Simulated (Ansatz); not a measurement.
## Single-point calculation, with input and output: Hf16HO32 (part 2 of 2)

The same run, continued: Hf16HO32 (defect cell, 49 atoms in the cell); DFT PBE, scalar-relativistic, plane waves, PAW, spin-polarised (Ansatz 0.2.0); cutoff 420 eV, 2×2×1 k-mesh, Gaussian smearing of 0.05 eV, collinear spins. The structure derives from a Materials Project entry.

Output, continued
```
  k-point 0 ↑: bands = ["-47.6309", "-47.6242", "-47.6208", "-47.6041", "-47.5934", "-47.5854", "-47.5826", "-47.5740", "-47.5724", "-47.5717", ... 157 levels left out ..., "2.6201", "2.6215", "2.6238", "2.6256", "2.6268", "2.6328", "2.6336", "2.6344", "2.6362", "2.6401", "2.6419", "2.6446", "2.6458", "2.6465", "2.6490", "2.6506", "2.6567", "2.6584", "2.6596", "2.6640", "2.6650", "2.6656", "2.6727", "2.6751", "2.6764", "2.6782", "2.6789", "2.6833", "2.6906",
      "2.6922", "2.6930", "2.6946", "2.6999", "2.7020", "2.7032", "2.7044", "2.7085", "2.7349", "2.7394", "2.7505", "2.7568", "7.1820", "7.3674", "7.4298", "7.4648", "7.6947", "7.9617", "7.9910", "8.0223", "8.1625", "8.3104", "8.3490", "8.3918", "8.3940", "8.4052", "8.4402", "8.6108", "8.6398", "8.6767", "8.8603", "8.8770", "8.9081", "8.9113", "8.9475", "9.0494", "9.0550", "9.0778", "9.0871", "9.1016",
      "9.1148", "9.1515", "9.1779", "9.1856", "9.2078", "9.5081", "9.6286", "9.6957", "9.7970", "9.8369", "9.8423", "9.8575", "9.8808", "9.9007", "9.9141", "10.2054", "10.3248", "10.3348", "10.3462", "10.3747", "10.3824", "10.6641", "10.7476", "10.8037", "10.8133", "10.8318", "10.8456", "10.8636", "10.8727", "10.9005", "10.9107", "10.9339", "10.9527", "10.9749", "10.9972", "11.0136", "11.0212", "11.0937", "11.1049", "11.1244",
      "11.1557", "11.1812", "11.2564", "11.2769", "11.3027", "11.3257", "11.6049", "11.6256", "11.6286", "11.6461", "11.6527", "11.6670", "11.7512", "11.7775", "11.7997", "11.8000", "11.8128", "11.8354", "11.8420", "11.8570", "11.9528", "11.9790", "12.0576", "12.1521", "12.2103", "12.3015", "12.3127", "12.6828", "14.0856", "16.7191", "16.9022", "16.9072", "16.9260", "16.9660", "16.9971", "17.0239", "17.2761", "17.4998", "17.5678", "17.9328",
      "17.9424", "17.9818", "18.0108", "18.0140", "18.0280", "18.1205", "18.2303", "18.2989", "18.3357", "18.3441", "18.3644", "18.3871", "18.3972", "18.4080", "18.4305", "18.4458", "18.5094", "18.5822", "18.8535", "18.9435", "19.0715", "19.1088", "19.1263", "19.1323", "19.1676", "19.1769", "19.2232", "19.2506", "19.3838", "19.4086", "19.5247", "19.6748", "19.6844", "19.7047", "19.7207", "19.7648", "19.8630", "20.6965", "20.7403", "20.9496",
      "21.1915", "21.2853", "21.2925", "21.4450", "21.5285", "21.5599", "21.7687", "22.0829", "22.1129", "22.1179", "22.1418"]
  k-point 1 ↑: bands = ["-47.6302", "-47.6246", "-47.6209", "-47.6046", "-47.5928", "-47.5849", "-47.5826", "-47.5749", "-47.5736", "-47.5718", ... 157 levels left out ..., "2.6221", "2.6243", "2.6251", "2.6266", "2.6303", "2.6311", "2.6324", "2.6341", "2.6347", "2.6361", "2.6373", "2.6410", "2.6420", "2.6443", "2.6446", "2.6473", "2.6501", "2.6559", "2.6586", "2.6602", "2.6621", "2.6634", "2.6670", "2.6683", "2.6707", "2.6726", "2.6758", "2.6784", "2.6789",
      "2.6806", "2.6831", "2.6851", "2.6907", "2.6914", "2.6972", "2.6989", "2.7078", "2.7122", "2.7237", "2.7271", "2.7398", "7.5477", "7.7195", "7.7297", "7.7476", "7.7915", "8.2776", "8.3354", "8.3860", "8.4293", "8.4585", "8.4923", "8.5113", "8.5208", "8.5356", "8.6062", "8.6296", "8.6600", "8.7798", "8.8504", "8.8658", "8.9001", "8.9107", "8.9440", "8.9620", "9.0280", "9.0369", "9.0958", "9.1080",
      "9.1361", "9.1440", "9.1674", "9.1878", "9.2837", "9.3346", "9.3459", "9.3708", "9.3855", "9.3958", "9.6538", "9.7832", "10.0510", "10.0950", "10.1138", "10.1610", "10.2510", "10.2887", "10.3446", "10.3715", "10.4276", "10.4592", "10.5251", "10.5430", "10.5696", "10.6053", "10.6843", "10.7422", "10.7632", "10.8059", "10.8629", "10.8801", "10.8969", "10.9058", "10.9184", "10.9335", "11.0108", "11.0273", "11.0811", "11.1048",
      "11.1618", "11.1725", "11.1931", "11.1981", "11.3848", "11.4264", "11.4756", "11.4901", "11.5029", "11.5502", "11.5774", "11.6038", "11.7411", "11.7601", "11.7731", "11.7775", "11.7917", "11.8147", "11.8609", "11.8785", "11.9125", "11.9383", "11.9760", "12.0229", "12.0572", "12.0732", "12.3337", "12.3565", "14.2109", "17.2188", "17.2668", "17.3096", "17.3181", "17.3450", "17.3634", "17.4295", "17.5089", "17.6583", "17.6785", "17.7423",
      "17.8022", "17.9272", "17.9432", "17.9777", "18.0019", "18.0781", "18.1923", "18.2054", "18.3001", "18.5446", "18.6200", "18.6349", "18.6651", "18.6677", "18.7034", "18.7408", "18.7489", "18.8039", "18.8194", "18.8587", "18.8753", "18.9036", "18.9510", "19.0035", "19.0563", "19.1070", "19.1381", "19.2067", "19.2858", "19.4366", "19.5156", "19.5839", "19.5897", "19.6076", "19.6268", "20.0439", "20.0616", "20.1054", "20.3461", "20.5964",
      "20.9300", "21.3210", "21.4110", "21.4482", "21.6616", "22.0303", "22.0490", "22.0780", "22.1597", "22.2396", "22.3789"]
  k-point 2 ↑: bands = ["-47.6307", "-47.6240", "-47.6209", "-47.6045", "-47.5929", "-47.5850", "-47.5824", "-47.5747", "-47.5740", "-47.5718", ... 157 levels left out ..., "2.6221", "2.6235", "2.6246", "2.6258", "2.6272", "2.6274", "2.6324", "2.6333", "2.6345", "2.6352", "2.6370", "2.6389", "2.6411", "2.6444", "2.6456", "2.6479", "2.6486", "2.6503", "2.6557", "2.6565", "2.6582", "2.6600", "2.6645", "2.6651", "2.6662", "2.6726", "2.6732", "2.6787", "2.6810",
      "2.6832", "2.6850", "2.6888", "2.6924", "2.6981", "2.7015", "2.7073", "2.7092", "2.7121", "2.7198", "2.7268", "2.7322", "7.5912", "7.6906", "7.7056", "7.7518", "7.8368", "8.2790", "8.3064", "8.3859", "8.4228", "8.4592", "8.4883", "8.5112", "8.5277", "8.5362", "8.5692", "8.6417", "8.6959", "8.7619", "8.8112", "8.8603", "8.8849", "8.8958", "8.9361", "8.9695", "9.0111", "9.0517", "9.0823", "9.1071",
      "9.1290", "9.1337", "9.1769", "9.2108", "9.2806", "9.3339", "9.3589", "9.3796", "9.3953", "9.4085", "9.7102", "9.7600", "10.0581", "10.0943", "10.1116", "10.1419", "10.2038", "10.2728", "10.3263", "10.3885", "10.4310", "10.4703", "10.5569", "10.5609", "10.5877", "10.6195", "10.7065", "10.7403", "10.7726", "10.8138", "10.8609", "10.8826", "10.9032", "10.9266", "10.9354", "10.9442", "11.0349", "11.0589", "11.1124", "11.1183",
      "11.1343", "11.1631", "11.1845", "11.1992", "11.4195", "11.4237", "11.4344", "11.4474", "11.5023", "11.5268", "11.5588", "11.6039", "11.7057", "11.7364", "11.7593", "11.7735", "11.7914", "11.8070", "11.8329", "11.9086", "11.9218", "11.9300", "11.9896", "12.0166", "12.0468", "12.0760", "12.3465", "12.3539", "14.1906", "17.1946", "17.2637", "17.2902", "17.3195", "17.3331", "17.3779", "17.4062", "17.4988", "17.6983", "17.7075", "17.7799",
      "17.8647", "17.9404", "17.9637", "17.9751", "18.0283", "18.0807", "18.1510", "18.2077", "18.2203", "18.5848", "18.6167", "18.6457", "18.6592", "18.6688", "18.7037", "18.7443", "18.7592", "18.7924", "18.8045", "18.8502", "18.8751", "18.9330", "18.9716", "19.0408", "19.0846", "19.1067", "19.1597", "19.1656", "19.2129", "19.4353", "19.4972", "19.5592", "19.5933", "19.6193", "19.6494", "20.0327", "20.0720", "20.1192", "20.2868", "20.6043",
      "20.8983", "21.3406", "21.4148", "21.4481", "21.6923", "22.0331", "22.0387", "22.0991", "22.1942", "22.2592", "22.4075"]
  k-point 3 ↓: bands = ["-47.6302", "-47.6245", "-47.6206", "-47.6041", "-47.5932", "-47.5837", "-47.5825", "-47.5736", "-47.5716", "-47.5705", ... 157 levels left out ..., "2.6208", "2.6217", "2.6228", "2.6248", "2.6259", "2.6263", "2.6284", "2.6312", "2.6332", "2.6375", "2.6383", "2.6389", "2.6403", "2.6416", "2.6435", "2.6452", "2.6456", "2.6486", "2.6499", "2.6522", "2.6530", "2.6558", "2.6590", "2.6604", "2.6633", "2.6649", "2.6666", "2.6722", "2.6772",
      "2.6801", "2.6828", "2.6852", "2.6895", "2.6929", "2.6965", "2.7044", "2.7071", "2.7094", "2.7146", "2.7159", "2.7202", "8.2553", "8.3177", "8.3489", "8.4017", "8.4062", "8.4343", "8.4622", "8.4838", "8.4912", "8.5285", "8.5690", "8.6100", "8.6283", "8.6323", "8.6461", "8.6965", "8.7055", "8.7084", "8.8177", "8.8774", "8.8853", "8.9130", "8.9263", "8.9571", "9.1654", "9.1861", "9.2260", "9.2637",
      "9.2761", "9.3089", "9.4133", "9.4718", "9.4955", "9.5725", "9.5880", "9.6358", "9.6546", "9.6597", "9.6926", "9.8102", "9.8206", "9.8258", "9.8367", "9.8481", "9.8715", "9.8827", "9.8916", "9.9146", "9.9203", "9.9270", "9.9734", "9.9966", "10.0252", "10.0705", "10.5221", "10.5983", "10.6675", "10.6933", "10.7115", "10.7469", "10.7907", "10.8070", "10.8419", "10.8538", "11.0896", "11.1031", "11.1608", "11.1845",
      "11.2533", "11.2735", "11.2822", "11.2976", "11.3101", "11.3261", "11.3405", "11.3791", "11.6176", "11.6264", "11.6322", "11.6486", "11.6812", "11.7014", "11.7603", "11.7638", "11.8089", "11.8157", "11.8247", "11.8321", "12.0331", "12.0511", "12.0911", "12.0946", "12.1859", "12.2184", "12.2469", "12.2484", "15.8049", "17.3459", "17.3672", "17.3916", "17.5075", "17.5273", "17.5911", "17.8519", "17.9264", "17.9627", "17.9788", "17.9975",
      "18.0163", "18.0403", "18.0971", "18.2474", "18.3056", "18.3411", "18.3486", "18.3709", "18.3720", "18.3959", "18.4726", "18.4847", "18.5891", "18.6462", "18.7387", "18.8189", "18.8520", "18.8681", "18.9112", "18.9273", "18.9702", "18.9933", "19.0236", "19.0691", "19.1011", "19.1715", "19.1964", "19.2183", "19.2299", "19.2448", "19.2579", "19.2720", "19.2856", "19.2939", "19.5734", "19.7690", "19.9414", "20.7443", "20.8646", "21.2760",
      "21.3275", "21.3458", "21.4169", "21.4748", "21.5379", "21.5672", "21.9663", "22.0617", "22.2693", "22.3133", "22.4434"]
--- Löwdin populations: 49 sites ---
  site symbol       q [e]    m [muB]
     0     Hf     24.5468     0.0007
     1     Hf     24.5495     0.0002
     2     Hf     24.5480     0.0005
     3     Hf     24.5478    -0.0037
     4     Hf     24.5456    -0.0029
     5     Hf     24.5516     0.0008
     6     Hf     24.5525     0.0048
     7     Hf     24.5492     0.0046
     8     Hf     24.5541     0.0013
     9     Hf     24.5576     0.0086
    10     Hf     24.5477     0.0003
    11     Hf     24.6393     0.1114
    12     Hf     24.5577     0.0088
    13     Hf     24.5639     0.0009
    14     Hf     24.5433     0.0003
    15     Hf     24.5512     0.0010
    16      O      6.6781     0.0000
    17      O      6.6806     0.0002
    18      O      6.6799     0.0000
    19      O      6.6544     0.0931
    20      O      6.6815    -0.0001
    21      O      6.6659     0.0004
    22      O      6.6805     0.0003
    23      O      6.6668     0.0009
    24      O      6.6804     0.0003
    25      O      6.6803     0.0002
    26      O      6.6772     0.0003
    27      O      6.6663     0.0436
    28      O      6.6661     0.0452
    29      O      6.6751     0.0002
    30      O      6.6724     0.0035
    31      O      6.6744     0.0031
    32      O      6.6780     0.0011
    33      O      6.6754     0.0028
    34      O      6.6784     0.0004
    35      O      6.6740     0.0055
    36      O      6.6768     0.0038
    37      O      6.6843     0.0032
    38      O      6.6841     0.0035
    39      O      6.6781     0.0003
    40      O      6.6760     0.0007
    41      O      6.6747     0.0013
    42      O      6.6767    -0.0000
    43      O      6.6719     0.0036
    44      O      6.6765     0.0005
    45      O      6.6697     0.1118
    46      O      6.6745     0.0003
    47      O      6.6759     0.0001
    48      H      0.9775     0.5243
  spilling = 0.002482 (of n_electrons = 609.000000)
--- Bader charges: 49 sites ---
  site symbol  charge [e]  shift [e]    m [muB]
     0     Hf      2.6595     0.0063     0.0004
     1     Hf      2.6593     0.0064     0.0002
     2     Hf      2.6594     0.0063     0.0003
     3     Hf      2.6615     0.0064    -0.0004
     4     Hf      2.6613     0.0063    -0.0001
     5     Hf      2.6589     0.0064     0.0006
     6     Hf      2.6574     0.0064     0.0046
     7     Hf      2.6576     0.0064     0.0043
     8     Hf      2.6579     0.0065     0.0009
     9     Hf      2.6572     0.0065     0.0062
    10     Hf      2.6596     0.0063     0.0003
    11     Hf      2.5966     0.0057     0.0797
    12     Hf      2.6547     0.0064     0.0065
    13     Hf      2.6547     0.0064     0.0008
    14     Hf      2.6617     0.0063     0.0003
    15     Hf      2.6595     0.0065     0.0007
    16      O     -1.3302     0.0032     0.0001
    17      O     -1.3320     0.0031     0.0010
    18      O     -1.3309     0.0031     0.0001
    19      O     -1.2936     0.0030     0.1098
    20      O     -1.3314     0.0031     0.0000
    21      O     -1.3234     0.0033     0.0012
    22      O     -1.3318     0.0032    -0.0001
    23      O     -1.3226     0.0034     0.0014
    24      O     -1.3297     0.0031     0.0005
    25      O     -1.3310     0.0032     0.0005
    26      O     -1.3290     0.0032     0.0004
    27      O     -1.3144     0.0032     0.0560
    28      O     -1.3126     0.0031     0.0579
    29      O     -1.3276     0.0033     0.0008
    30      O     -1.3261     0.0033     0.0052
    31      O     -1.3275     0.0032     0.0043
    32      O     -1.3296     0.0032     0.0012
    33      O     -1.3294     0.0032     0.0041
    34      O     -1.3305     0.0032     0.0004
    35      O     -1.3266     0.0032     0.0067
    36      O     -1.3269     0.0032     0.0038
    37      O     -1.3318     0.0030     0.0062
    38      O     -1.3311     0.0030     0.0068
    39      O     -1.3297     0.0032     0.0005
    40      O     -1.3293     0.0033     0.0010
    41      O     -1.3277     0.0033     0.0025
    42      O     -1.3275     0.0032    -0.0001
    43      O     -1.3256     0.0032     0.0034
    44      O     -1.3279     0.0032     0.0014
    45      O     -1.2994     0.0027     0.1236
    46      O     -1.3254     0.0032     0.0004
    47      O     -1.3307     0.0033     0.0001
    48      H     -0.0540     0.0001     0.4936
  estimated error of the sums over rays = 6.0e-4 e
```

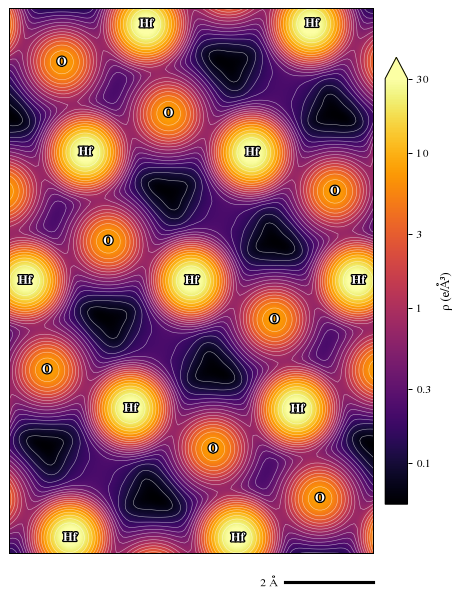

*Valence electron density on the (011) plane of the calculation cell.*

The section cuts through Hf and O sites. Hf–O (2.07 Å): ρ at the midpoint is about 0.79 e/Å³. Hf–Hf (3.20 Å): the density is about 0.22 e/Å³ at the midpoint. Hf–O (2.07 Å): ρ is about 0.79 e/Å³ halfway. Hf–Hf (3.22 Å): ρ is about 0.22 e/Å³ halfway. Away from the nuclei the density in this plane falls to 0.05 e/Å³ at its lowest. The fields are those of the smooth PAW valence density.

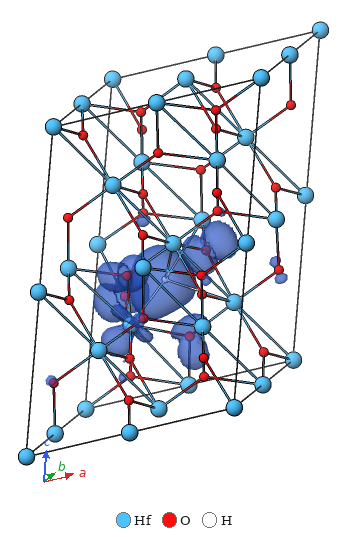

*Isosurfaces of the spin density (up minus down) at +0.008 (blue) and −0.008 e/Å³ (red), seen slightly off an axis. Sticks mark near contacts. The outline is the calculation cell.*

The spin density sits on H: +0.4 μB in one cell of 49 atoms: a single local moment. The cell of the calculation (49 atoms) carries 1.0 μB net. Only one sign reaches the isovalue.

Results in brief

```json
{"quantity": "outcome", "value": "converged"}
{"quantity": "electrons treated", "value": "609"}
{"quantity": "free energy", "value": "−269797.8940 eV"}
{"quantity": "Fermi energy", "value": "14.882 eV"}
{"quantity": "gap on the k-point mesh", "value": "1.28 eV"}
{"quantity": "net moment of the cell", "value": "1.00 μB"}
{"quantity": "integrated absolute moment", "value": "1.06 μB"}
{"quantity": "largest force (length of the vector)", "value": "0.018 eV/Å"}
{"quantity": "hardware", "value": "4 threads of Arm Neoverse N1, 98 GiB of memory available, shared host"}
{"quantity": "wall time", "value": "5.6 min (CPU time 22 min)"}
{"quantity": "peak memory", "value": "4.1 GiB"}
```

Remarks

Spin–orbit coupling is left out, which matters for Hf.
